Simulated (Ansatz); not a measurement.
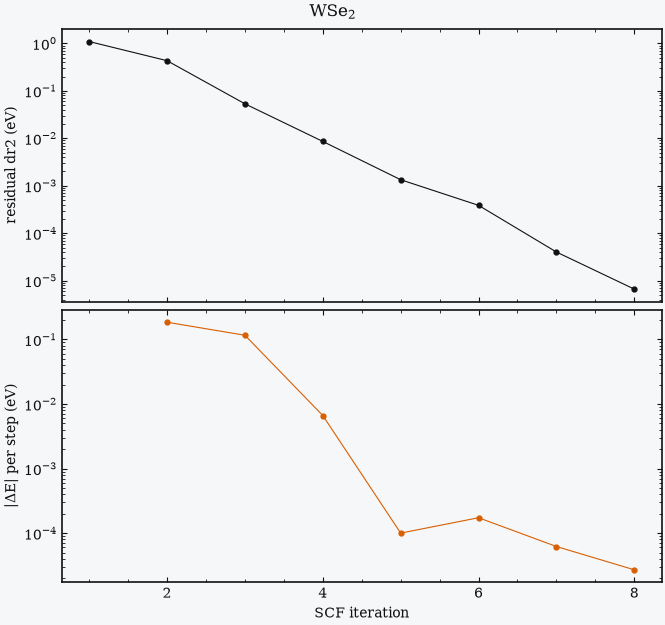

The plot shows the SCF iterations of a calculation: density residual dr2, step-to-step change of the Harris–Foulkes energy.

WSe$_{2}$ (3 atoms in the cell), run with Ansatz.

```
crystal:
  lattice:
    - [3.3179375931, 0.0, 0.0]
    - [-1.6589687966, 2.8734182438, 0.0]
    - [0.0, 0.0, 16.65814242]
  atoms:
    - { symbol: W, position: [0.0, 0.0, 0.0] }
    - { symbol: Se, position: [0.3234763434, 0.6469526869, 0.0968357358] }
    - { symbol: Se, position: [0.3333333333, 0.6666666667, 0.90021348] }
basis:
  ecutwfc: 420
  xc_grid: 4
kpoints:
  mp_grid: { grid: [12, 12, 2] }
hamiltonian:
  xc: pbesol
  pseudopotentials: { kind: paw_fr }
scf:
  occupations: { method: gaussian, width: 0.05 }
output:
  forces: true
  eigenvalues: true
  stress: true
magnetization:
  noncollinear: true
  spin_orbit: true
```

Command:
```bash
ansatz run input.yaml --threads 2 --pin off --max-ram 5120MiB --backend cpu --events-out ev --progress --plain --runs-dir out
```

Question: How did this run end?

Answer: It was still iterating, at step 8, when the time limit ended it. The residual is still falling at the last step (down to 7 × 10⁻⁶).
